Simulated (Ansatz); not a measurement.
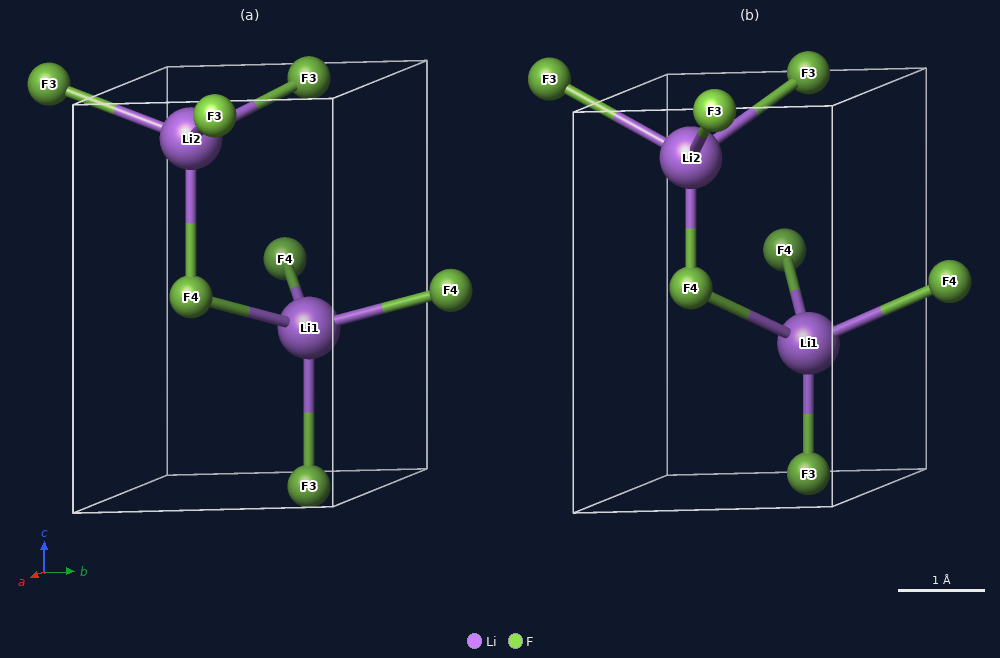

Left: a symmetric starting cell of LiF. Right: the same structure after one change, at the same scale. A ball-and-stick model of the cell of the calculation, seen slightly off an axis.

Method: DFT PBEsol, scalar-relativistic, plane waves, PAW in Ansatz 0.2.0. Set-up: plane-wave cutoff 420 eV; k-point mesh 9 × 9 × 6; occupations gaussian; smearing width 0.02 eV; no spin polarisation.

What distinguishes the right structure from the left one?

The cell is strained by −1.8 % along c and −0.3 % across it (volume −2.5 %) and atoms are displaced by 0.15 Å relative to the cell: F3 0.15 Å along +c, Li1 0.15 Å along −c. No relaxation follows. The starting cell wasn't computed here and needn't be at equilibrium, so pressure and forces aren't due to the change alone.

How do the computed properties respond?

The pressure is 10.7 GPa (not all of it need come from the change, since the unchanged cell can be under pressure at this level too). The principal stresses (compression positive) are 34.4 GPa along c and −1.2 GPa across it. The largest forces, 2.9 eV/Å, act on Li1, Li2, F3 and F4; on F3 it points along −c. The forces point straight back along the displacements (cosine −1.00). Some distances before and after: F–Li 1.862 → 1.533 Å, F–Li 1.848 → 1.945 Å. The space group stays P6_3mc (No. 186).
